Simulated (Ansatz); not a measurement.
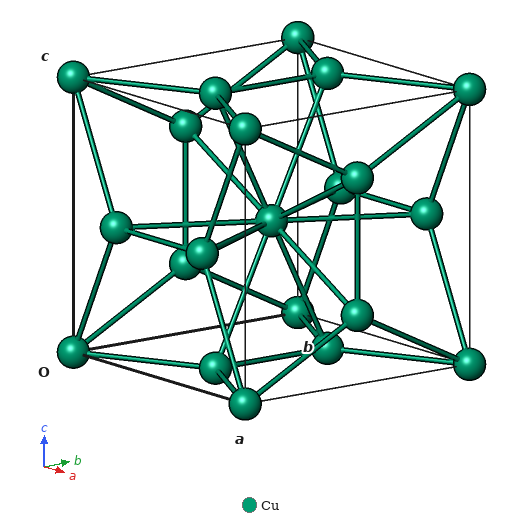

One unit cell is drawn above. Crystal: Cu, the input geometry of an electronic-structure calculation (not necessarily at equilibrium); the starting structure was generated, so it need not be a known form of this composition. Geometry calculated from the standardised cell; symmetry tolerance 0.002 Å.

```
Cu
1.0
     4.70909    0.00000    0.00000
     0.00000    4.70909    0.00000
     0.00000    0.00000    4.70909
Cu
8
Direct
  0.00000 0.00000 0.00000
  0.50000 0.50000 0.50000
  0.25000 0.00000 0.50000
  0.75000 0.00000 0.50000
  0.50000 0.25000 0.00000
  0.50000 0.75000 0.00000
  0.00000 0.50000 0.25000
  0.00000 0.50000 0.75000
```

> What is its point group?

m-3m (Oh), order 48, cubic system: three fourfold axes, four threefold axes, six twofold axes, nine mirror planes, an inversion centre.

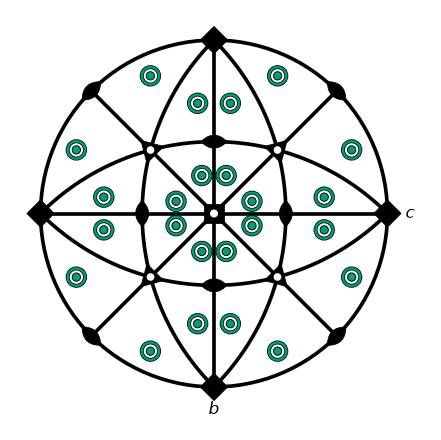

Stereographic projection: filled dots lie in the upper hemisphere, open rings in the lower; heavy lines are mirror planes (a heavy rim: a mirror in the plane of the page); lens, triangle, square and hexagon are 2-, 3-, 4- and 6-fold axes, a lens in an open square is −4, a triangle in an open hexagon −6; thin dashed diameters join the ends of axes that lie in the page; a small open circle marks inversion. The poles are one general form. The a axis points at the viewer.

> What does this class allow?

Class m-3m is centrosymmetric, so neither piezoelectric nor pyroelectric; it is not chiral. Its Laue class is m-3m.
